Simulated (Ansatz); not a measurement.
## Electronic structure of Si4Ru in real space

```xyz
20
Lattice="6.8300 0.0000 0.0000 0.0000 0.0000 -6.8300 0.0000 6.8300 0.0000" Properties=species:S:1:pos:R:3 pbc="T T T"
Si    4.2643    2.5657   -5.9807
Si    0.8493    5.9807   -5.9807
Si    0.8493    2.5657   -2.5657
Si    4.2643    5.9807   -2.5657
Si    5.9807    2.5657   -4.2643
Si    2.5657    5.9807   -4.2643
Si    2.5657    2.5657   -0.8493
Si    5.9807    5.9807   -0.8493
Si    5.9807    0.8493   -5.9807
Si    2.5657    4.2643   -5.9807
Si    2.5657    0.8493   -2.5657
Si    5.9807    4.2643   -2.5657
Si    4.2643    0.8493   -4.2643
Si    0.8493    4.2643   -4.2643
Si    0.8493    0.8493   -0.8493
Si    4.2643    4.2643   -0.8493
Ru    0.0000    0.0000   -3.4150
Ru    3.4150    3.4150   -3.4150
Ru    3.4150    0.0000    0.0000
Ru    0.0000    3.4150    0.0000
```

Space group F-43m; a structure generated by program, which may or may not match a known phase; computed without spin polarisation.

Computed with DFT PBE, scalar-relativistic, plane waves, PAW (Ansatz 0.2.0).

In a PAW calculation such maps are meaningful between the atoms, not at the nuclei.

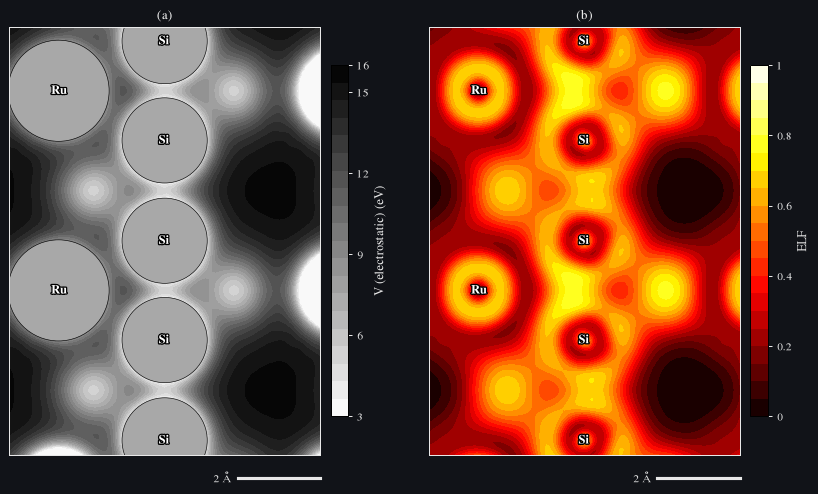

Figure 1. (a) electrostatic potential (local pseudopotential plus Hartree) felt by an electron; (b) electron localisation function on the (011) plane of the conventional cell. Grey discs cover the atomic cores in the potential map.

### What does the map show?

Atoms in the plane: Si and Ru. Si–Si (2.43 Å): the ELF peaks at about 0.70 between the atoms. Si–Ru (2.83 Å): the ELF peaks at about 0.70 in the valence shell of Si, 0.9 Å from its nucleus, and drops to about 0.20 between the two atoms. The features right at Ru lie inside the PAW spheres, where the map follows smoothed inner orbitals and isn't to be read closely. Outside the cores the potential energy rises away from the atoms and is highest about 2.8 Å from the nearest atoms; its zero is arbitrary.

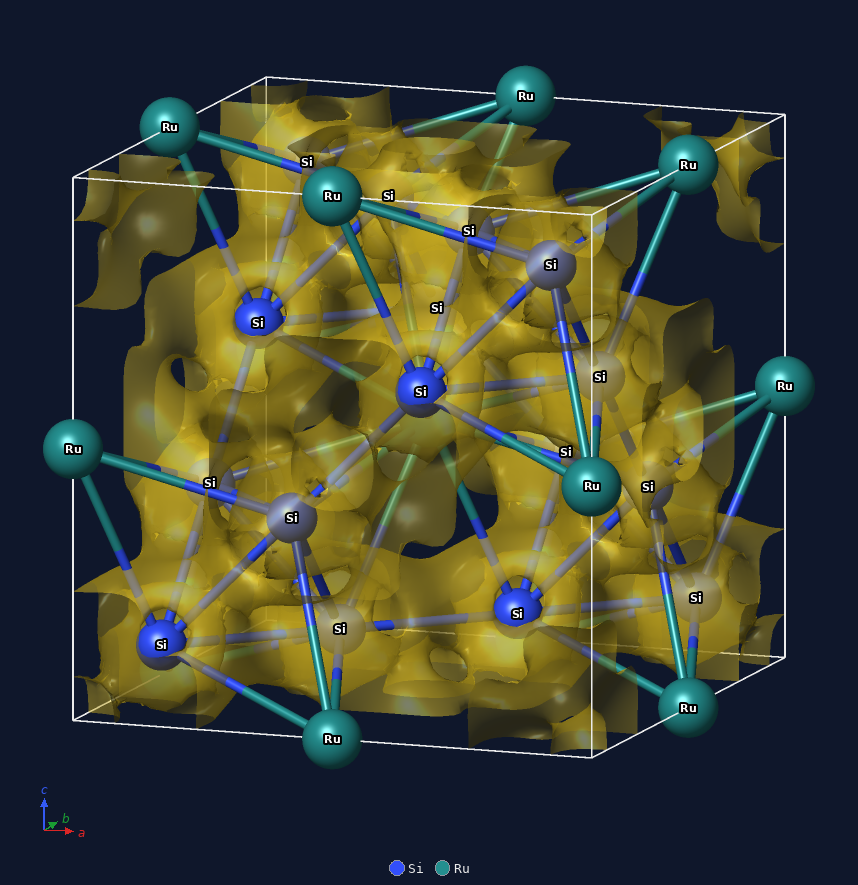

Figure 2. Isosurface of the ELF at 0.6 (yellow), seen slightly off an axis. Core shells and regions of very low density are left out. Sticks mark near contacts.

### Identify the bonds, lone pairs and shells in this picture.

At this value the surface marks out one network that runs through the whole crystal, counted in one cell of 20 atoms. Any copies at cell faces, edges or corners count once.


Si–Si (2.40 Å): the ELF peaks at about 0.75 between the atoms.

### Does the calculation make it a metal, or give it a gap?

It is gapless in this calculation (a metal or semimetal).

### Which way does charge flow, and how much by Bader's partition?

Very little charge moves. Bader charges: Si +0.02 and Ru −0.10 e.
